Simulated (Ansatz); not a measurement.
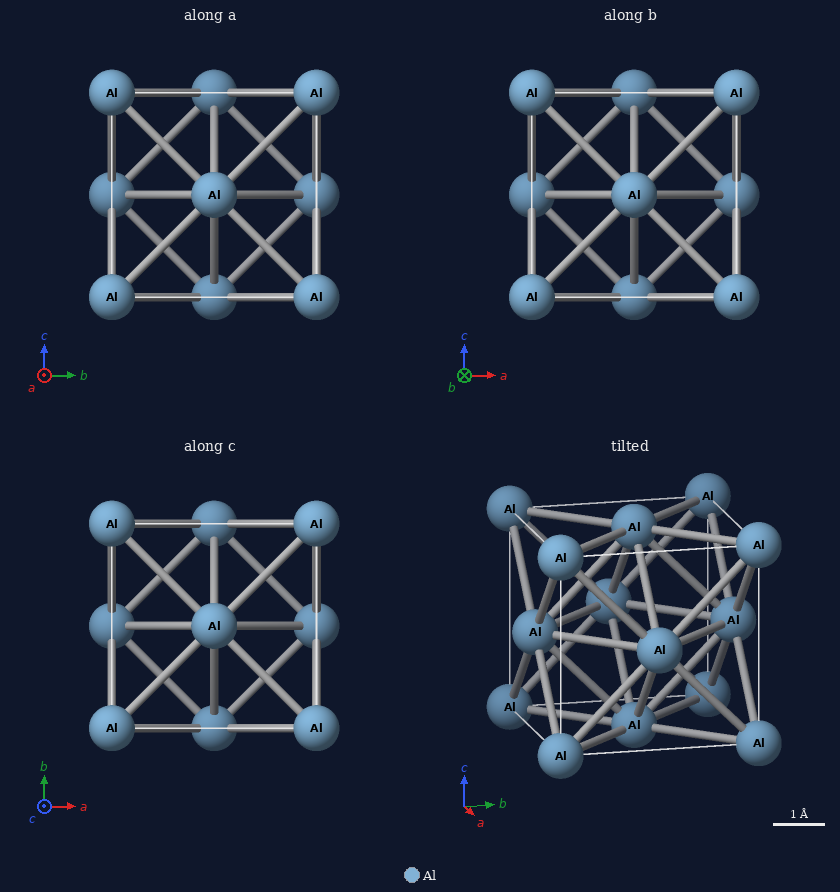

The image is a ball-and-stick drawing of a crystal, viewed along the a axis, along the b axis, along the c axis and slightly off an axis. Lines trace the edges of the conventional unit cell.

Lattice parameters: a = 4.0414 Å, b = 4.0414 Å, c = 4.0414 Å, α = 90.000°, β = 90.000°, γ = 90.000°.

**Convert the drawing into a CIF with its space group and independent sites.**

```cif
data_structure
_symmetry_space_group_name_H-M 'F m -3 m'
_symmetry_Int_Tables_number 225
_cell_length_a 4.0414
_cell_length_b 4.0414
_cell_length_c 4.0414
_cell_angle_alpha 90.000
_cell_angle_beta 90.000
_cell_angle_gamma 90.000
_cell_volume 66.01
loop_
_atom_site_label
_atom_site_type_symbol
_atom_site_symmetry_multiplicity
_atom_site_Wyckoff_symbol
_atom_site_fract_x
_atom_site_fract_y
_atom_site_fract_z
_atom_site_occupancy
Al1 Al 4 a 0.0000 0.5000 0.5000 1
```

The starting point was a structure type filled with this element by a generator (whether the element takes this form wasn't checked). The geometry was optimised with Ansatz, DFT PBE, scalar-relativistic, plane waves, PAW.
